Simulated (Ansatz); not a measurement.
**Y(100) (Fm-3m bulk, 5 atomic planes (those closer than 0.6 Å count as one), 10 Å): images, spectra and barriers**

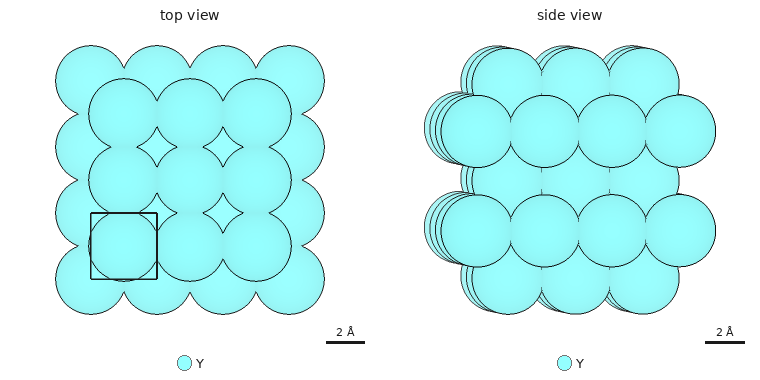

The relaxed structure from above and from the side.

Level of theory: DFT PBE, scalar-relativistic, plane waves, PAW in Ansatz. Cutoff 420 eV, 20 × 20 k-points, Gaussian smearing 0.1 eV, dipole correction. The slab is a cut without reconstruction beyond its cell, at the source's lattice constants, with its lower half held fixed and the rest relaxed. This isn't the element's usual hcp form. No spin polarisation. The run warns that the functional's potential is rough in the thin density of the vacuum, where the tip is; weak contrasts and barriers may feel it.

Images follow the Tersoff–Hamann model: the current is the local density of the sample's states between the Fermi level and the bias, at the tip's centre. Bias windows are sharp sums over the levels of the k mesh.

Input

```yaml
crystal:
  lattice:
    - [3.5143207, 0.0, 0.0]
    - [0.0, 3.5143207, 0.0]
    - [0.0, 0.0, 26.9399997796]
  atoms:
    - { symbol: "Y", position: [0.5, 0.5, 0.315515964] }
    - { symbol: "Y", position: [0.0, 0.0, 0.4077579768] }
    - { symbol: "Y", position: [0.5, 0.5, 0.5035012504] }
    - { symbol: "Y", position: [0.0, 0.0, 0.5994651978] }
    - { symbol: "Y", position: [0.5, 0.5, 0.6889564162] }
basis:
  ecutwfc: 420.0
  fft_grid_basis: typed
kpoints:
  mp_grid: { grid: [20, 20, 1] }
hamiltonian:
  xc: pbe
  pseudopotentials: { kind: paw }
scf:
  occupations: { method: gaussian, width: 0.1 }
output:
  forces: true
  eigenvalues: true
  band_densities:
    - { e_range: [-2.0, -1.0] }
    - { e_range: [-1.0, -0.5] }
    - { e_range: [-0.5, -0.25] }
    - { e_range: [-0.25, 0.0] }
    - { e_range: [0.0, 0.25] }
    - { e_range: [0.25, 0.5] }
    - { e_range: [0.5, 1.0] }
    - { e_range: [1.0, 1.5] }
  band_residual_tolerance: 1.0e-05
  write_potential: true
  elf: true
  write_density: true
  volumetric_format: npy
efield:
  axis: 3
  dipole_correction: true
  ramp_width: 0.04
checkpoint:
  read: start.run
  write: ck
  compress: false
  write_wavefunctions: false
  write_every: 100000
```

Launched as:

```sh
ansatz run input.yaml --threads 1 --pin off --max-ram 2211MiB --backend cpu --events-out ev --progress --plain --runs-dir out
```

Cost without the relaxation before it: 3.4 min on 1 thread of Arm Neoverse V1, with other jobs on the host, peak memory 0.96 GiB.

### 1. One image

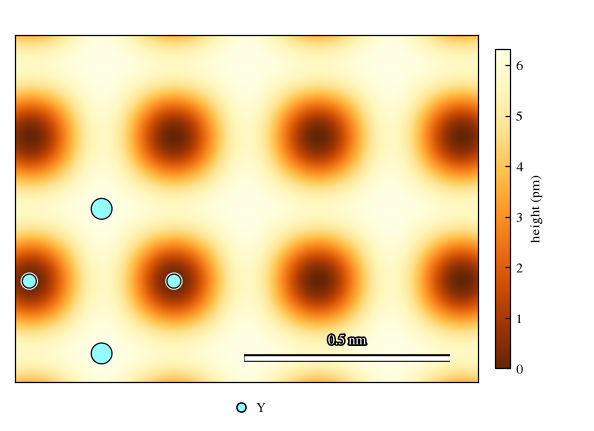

Constant-current image at a set point of 3.7 × 10⁻³ e/Å³ of this surface, sample bias +1.50 V. The atoms seen from above are drawn over one corner (deeper ones smaller).

Which atoms or sites appear bright, which dark, and how strong is the contrast?

Answer. The brightest spots lie over the top Y atoms; the darkest points are over the sites above the Y atoms 2.4 Å below the top plane. The corrugation is 6 pm at a mean tip height of 3.5 Å. So weak a contrast (6 pm) depends on the k-mesh and on the tip.

### 2. Approach curves

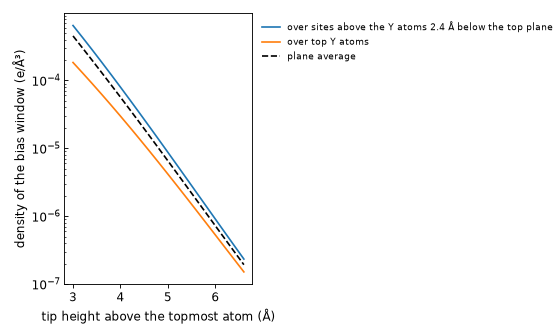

Approach curves over this surface at a sample bias of −0.25 V.

Estimate the decay constant and the apparent barrier, and compare with the vacuum level, which the run puts 2.75 eV above zero bias.

Answer. Near 4 Å the plane average falls as exp(−2.12 z/Å), a factor of 8.4 per ångström, which gives an apparent barrier of 4.3 eV (0.952 eV Å² times the slope squared). The apparent barrier is well above 2.75 eV. The value exceeds even the 3.00 eV between the vacuum level and the deepest states of the window, so their depth alone doesn't explain it. States away from the zone centre decay faster, since their momentum along the surface adds to the barrier, and that may account for the rest.

### 3. States by depth

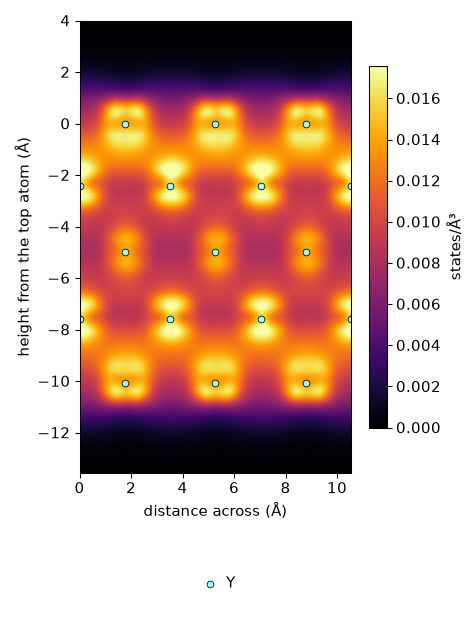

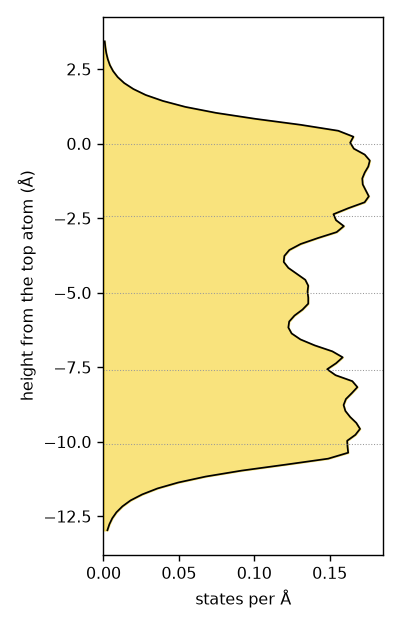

Density of all states between −0.50 and −0.25 eV (zero: the Fermi level) of this surface: side view, averaged along the second cell vector, and the full density summed over planes, the part near the nuclei included (dotted lines mark the atomic planes).

The first picture shows the smooth PAW orbitals' density alone; the shares below count all of it.

Where in the slab do these states sit?

Answer. The window holds 1.9 states per cell. Shares by plane (space cut midway between planes), top to bottom: Y 21 %, Y 21 %, Y 17 %, Y 20 %, Y 21 %; the outer planes' shares include the vacuum, and density in a gap between layers is shared out between the planes on either side. The states spread through the slab.

### 4. Bias series

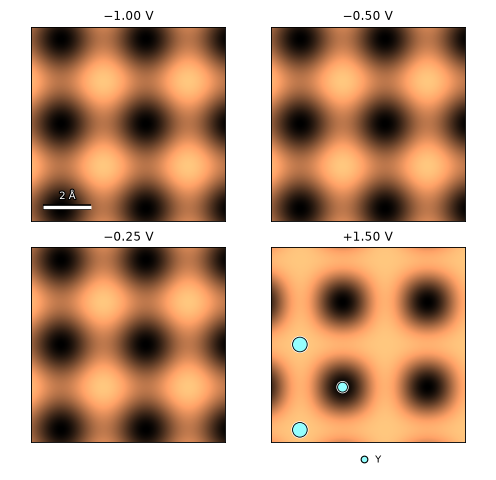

Constant-height images of this surface at 4 sample biases, each on its own colour scale; the last has the atoms seen from above drawn over one corner (deeper ones smaller).

How do the images change with bias?

Answer.
| bias | height (Å) | bright/dark | brightest over |
| --- | --- | --- | --- |
| −1.00 V | 3.5 | 2.1 | sites above the Y atoms 2.4 Å below the top plane |
| −0.50 V | 3.5 | 2.8 | sites above the Y atoms 2.4 Å below the top plane |
| −0.25 V | 3.5 | 3.1 | sites above the Y atoms 2.4 Å below the top plane |
| +1.50 V | 3.5 | 1.1 | top Y atoms |

The slab has states at the Fermi level, so this model gives a current down to small biases. Its work function (top face) is 2.75 eV.

The weakest contrasts here depend on the k mesh and on the tip.
